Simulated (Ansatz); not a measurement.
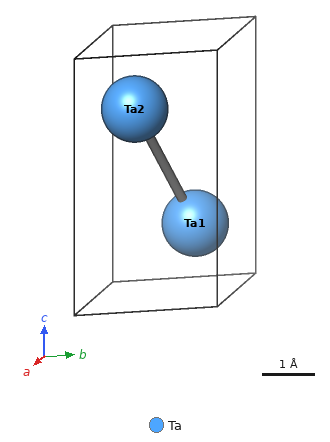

**Figure 1.** The input geometry of run 1 (ball-and-stick view of the cell of the calculation, seen slightly off an axis; atoms are numbered from 1 in the order of the input). Near neighbours in the crystal (not all of them lie inside the picture): Ta has 12 Ta at 2.90 to 3.08 Å.

## What a change does: single-point calculation on Ta

System: Ta (P6₃/mmc, 2 atoms in the cell).
Method of run 1: Kohn-Sham DFT of a periodic cell, RPBE, all-electron LAPW, scalar-relativistic, no spin polarisation (Ansatz 0.2.0).

The structure derives from a Materials Project entry. Text and figures count atoms from 1; the logs count them from 0 in places.

The input, run 1:
```yaml
crystal:
  lattice:
    - [2.9003720726, 0.0, 0.0]
    - [-1.4501860363, 2.5117958953, 0.0]
    - [0.0, 0.0, 5.166274]
  atoms:
    - { symbol: Ta, position: [0.3333333333, 0.6666666667, 0.25] }
    - { symbol: Ta, position: [0.6666666667, 0.3333333333, 0.75] }
kpoints:
  mp_grid: { grid: [11, 11, 5] }
scf:
  occupations: { method: gaussian, width: 0.02 }
hamiltonian:
  xc: rpbe
  pseudopotentials: { kind: all_electron, lapw: { basis_error: 0.001 } }
output:
  forces: true
  stress: true
  eigenvalues: true
```

Launched with:
```bash
ansatz run input.yaml --threads 1 --pin off --max-ram 3072MiB --backend cpu --events-out ev --progress --plain --runs-dir out
```

Hardware: 1 thread of Intel Xeon @ 2.70GHz, 189 GiB of memory available, shared host.

Output, shortened to warnings, some set-up lines, iterations and results (run 1):
```
Basis set: ecut = 252.06630713397897 eV, 337 PW (Γ), exchange–correlation at level 2
Symmetry: 24 space group operations
k-points: 48 of 605
Initial density: superposition of atomic densities (chi_scale 0.1, normalization cell)
[...]
SCF iter   1: F=—  HF=-849163.060832 eV  |F-HF|=—  |Δ(HF+E_count)|=         —  Δρ=2.86e-2  dr2=2.14e-1  ethr=2.88e-4  ⟨swp⟩=2.7  Hψ=13358  notcnv=0
SCF iter   2: F=—  HF=-849162.822556 eV  |F-HF|=—  |Δ(HF+E_count)|=   2.38e-1  Δρ=1.62e-2  dr2=8.18e-2  ethr=2.88e-4  ⟨swp⟩=2.0  Hψ=6770  notcnv=0
SCF iter   3: F=—  HF=-849162.795734 eV  |F-HF|=—  |Δ(HF+E_count)|=   2.68e-2  Δρ=9.85e-3  dr2=3.21e-2  ethr=1.10e-4  ⟨swp⟩=2.0  Hψ=6492  notcnv=0
SCF iter   4: F=—  HF=-849162.786838 eV  |F-HF|=—  |Δ(HF+E_count)|=         —  Δρ=4.40e-3  dr2=7.26e-3  ethr=4.33e-5  ⟨swp⟩=2.0  Hψ=6709  notcnv=0
SCF iter   5: F=—  HF=-849162.787159 eV  |F-HF|=—  |Δ(HF+E_count)|=   3.21e-4  Δρ=7.53e-4  dr2=2.40e-4  ethr=3.25e-7  ⟨swp⟩=2.0  Hψ=10792  notcnv=0
SCF iter   6: F=—  HF=-849162.787218 eV  |F-HF|=—  |Δ(HF+E_count)|=   5.83e-5  Δρ=1.60e-4  dr2=1.10e-5  ethr=3.24e-7  ⟨swp⟩=2.0  Hψ=6386  notcnv=0
SCF iter   7: F=—  HF=-849162.787217 eV  |F-HF|=—  |Δ(HF+E_count)|=   8.49e-7  Δρ=2.87e-5  dr2=3.79e-7  ethr=1.48e-8  ⟨swp⟩=2.0  Hψ=6385  notcnv=0
SCF iter   8: F=-849162.787217 eV  HF=-849162.787217 eV  |F-HF|=5.47e-9  |Δ(HF+E_count)|=   6.97e-8  Δρ=3.77e-6  dr2=5.46e-9  ethr=5.12e-10  ⟨swp⟩=2.1  Hψ=6390  notcnv=0
SCF 1 converged in 8 iterations: F = -849162.787217 eV  dr2 = 5.46e-9
SCF converged after 8 iterations
Free energy (F): -849162.787217 eV
Harris-Foulkes:  -849162.787217 eV  (|F-HF|=5.47e-9)
Internal energy: -849162.786376 eV  (E = F + TS)
E sigma→0 (E₀):  -849162.786797 eV
Entropy (-TS):   -0.000840 eV (-0.420 meV/atom)
Fermi energy:    24.208432 eV
--- Per-component energies (eV) ---
  E_band       = -3787.980133
  E_kinetic    = 947912.828726
  E_xc         = -17271.644760
  E_electrostatic = -1779803.970342  (all electrons and nuclei)
  E_smearing   = -0.000840  (= −TS)
  E_closure    = 0.000000  (closes the sum)
  E_atoms      = -849144.806937  (free atoms, spherical and without spin; not in F)
  Σ components = -849162.787217   (vs F -849162.787217, Δ=0.00e0)
  Basis errors (estimates in eV, not in F): energy 2.6e-4 per atom: plane waves 2.2e-4 (1.1e-4 summed), levels above the bands 0.0e0, relativity 1.4e-7, radial functions 4.4e-5, core shells 8.7e-7; eigenvalues (radial functions only) 6.8e-7; not estimated: angular momenta, meshes, grids; target …
--- Forces (eV/Å), atoms counted from 1 ---
  atom   1  Ta    -0.00000000    -0.00000000     0.00000000
  atom   2  Ta     0.00000000     0.00000000     0.00000000
  max |Σ_I F_I| component: 2.78e-17 eV/Å
--- Stress (GPa, compression-positive) ---
        1.763899       0.000000       0.000000
       -0.000000       1.763899       0.000000
        0.000000       0.000000       2.995485
  P = ⅓ Tr σ = 2.1744 GPa (21.744 kbar)
```

The input of run 2 differs as follows (lines with − go, lines with + come):
```diff
-  xc: rpbe
+  xc: pbe
```

Predict how the results change.

The total energies belong to different methods, so their difference says nothing on which is more stable or more accurate. The pressure goes from 2.17 to −1.05 GPa. The functional changes from RPBE to PBE. Along LDA, PBEsol, PBE and RPBE the binding weakens and the preferred volume grows, so the same cell is under more pressure with the later ones. The number of SCF iterations is the same.

Output, shortened to warnings, some set-up lines, iterations and results (run 2):
```
Basis set: ecut = 252.14167587389582 eV, 337 PW (Γ), exchange–correlation at level 2
Symmetry: 24 space group operations
k-points: 48 of 605
Initial density: superposition of atomic densities (chi_scale 0.1, normalization cell)
[...]
SCF iter   1: F=—  HF=-849137.946125 eV  |F-HF|=—  |Δ(HF+E_count)|=         —  Δρ=2.82e-2  dr2=2.08e-1  ethr=2.81e-4  ⟨swp⟩=2.7  Hψ=13368  notcnv=0
SCF iter   2: F=—  HF=-849137.700625 eV  |F-HF|=—  |Δ(HF+E_count)|=   2.45e-1  Δρ=1.60e-2  dr2=7.95e-2  ethr=2.81e-4  ⟨swp⟩=2.0  Hψ=6770  notcnv=0
SCF iter   3: F=—  HF=-849137.670956 eV  |F-HF|=—  |Δ(HF+E_count)|=   2.97e-2  Δρ=9.67e-3  dr2=3.10e-2  ethr=1.07e-4  ⟨swp⟩=2.0  Hψ=6495  notcnv=0
SCF iter   4: F=—  HF=-849137.661172 eV  |F-HF|=—  |Δ(HF+E_count)|=         —  Δρ=4.31e-3  dr2=6.98e-3  ethr=4.18e-5  ⟨swp⟩=2.0  Hψ=6715  notcnv=0
SCF iter   5: F=—  HF=-849137.661295 eV  |F-HF|=—  |Δ(HF+E_count)|=   1.23e-4  Δρ=7.42e-4  dr2=2.33e-4  ethr=3.16e-7  ⟨swp⟩=2.0  Hψ=10788  notcnv=0
SCF iter   6: F=—  HF=-849137.661343 eV  |F-HF|=—  |Δ(HF+E_count)|=   4.77e-5  Δρ=1.62e-4  dr2=1.13e-5  ethr=3.15e-7  ⟨swp⟩=2.0  Hψ=6386  notcnv=0
SCF iter   7: F=—  HF=-849137.661342 eV  |F-HF|=—  |Δ(HF+E_count)|=   9.64e-7  Δρ=2.76e-5  dr2=3.53e-7  ethr=1.53e-8  ⟨swp⟩=2.0  Hψ=6386  notcnv=0
SCF iter   8: F=-849137.661342 eV  HF=-849137.661342 eV  |F-HF|=5.94e-9  |Δ(HF+E_count)|=   8.32e-8  Δρ=3.63e-6  dr2=4.81e-9  ethr=4.77e-10  ⟨swp⟩=2.1  Hψ=6389  notcnv=0
SCF 1 converged in 8 iterations: F = -849137.661342 eV  dr2 = 4.81e-9
SCF converged after 8 iterations
Free energy (F): -849137.661342 eV
Harris-Foulkes:  -849137.661342 eV  (|F-HF|=5.94e-9)
Internal energy: -849137.660455 eV  (E = F + TS)
E sigma→0 (E₀):  -849137.660899 eV
Entropy (-TS):   -0.000887 eV (-0.443 meV/atom)
Fermi energy:    24.112810 eV
--- Per-component energies (eV) ---
  E_band       = -3792.330586
  E_kinetic    = 947868.549806
  E_xc         = -17246.196151
  E_electrostatic = -1779760.014111  (all electrons and nuclei)
  E_smearing   = -0.000887  (= −TS)
  E_closure    = 0.000000  (closes the sum)
  E_atoms      = -849118.739113  (free atoms, spherical and without spin; not in F)
  Σ components = -849137.661342   (vs F -849137.661342, Δ=0.00e0)
  Basis errors (estimates in eV, not in F): energy 2.6e-4 per atom: plane waves 2.2e-4 (1.1e-4 summed), levels above the bands 0.0e0, relativity 6.9e-8, radial functions 4.2e-5, core shells 8.7e-7; eigenvalues (radial functions only) 6.8e-7; not estimated: angular momenta, meshes, grids; target …
--- Forces (eV/Å), atoms counted from 1 ---
  atom   1  Ta    -0.00000000    -0.00000000     0.00000000
  atom   2  Ta     0.00000000     0.00000000     0.00000000
  max |Σ_I F_I| component: 0.00e0 eV/Å
--- Stress (GPa, compression-positive) ---
       -1.647970       0.000000       0.000000
        0.000000      -1.647970       0.000000
        0.000000       0.000000       0.148113
  P = ⅓ Tr σ = -1.0493 GPa (-10.493 kbar)
```

The two runs side by side:

| quantity | run 1 | run 2 |
| --- | --- | --- |
| outcome | converged | converged |
| free energy per atom (eV) | −424581.3936 | −424568.8307 |
| energy per atom, smearing taken to zero (eV) | −424581.3934 | −424568.8304 |
| gap on the mesh (eV) | 0.00 | 0.00 |
| pressure (GPa) | 2.17 | −1.05 |
| largest force (eV/Å) | 0.000 | 0.000 |
| SCF iterations | 8 | 8 |
| irreducible k-points | 48 | 48 |
| plane waves at Γ | 337 | 337 |
| wall time (shared host) | 19 s | 20 s |

For both runs: Spin–orbit coupling is left out, which matters for Ta.
